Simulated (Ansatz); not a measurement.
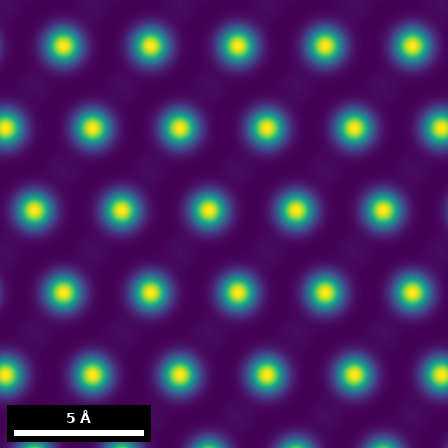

Z-contrast image of a crystal. The image is simulated as a sum over atoms of Z^1.7, blurred by a 1.08 Å probe (no channelling). The probe carries 15 % of its weight in a tail 2.5 times as wide.

> Give the net of the columns and its spacings.

The pattern repeats on a centred rectangular net of 3.9 × 5.5 Å.

> Which plane group does this projection have?

c2mm: perpendicular mirror lines on a centred net, with further twofold points between them.

The crystal is BaO (Fm-3m, No. 225) seen along [110]. Structure: the geometry relaxed with DFT PBEsol, scalar-relativistic, plane waves, PAW (Ansatz); the starting structure was generated, so it need not be a known form of this composition.
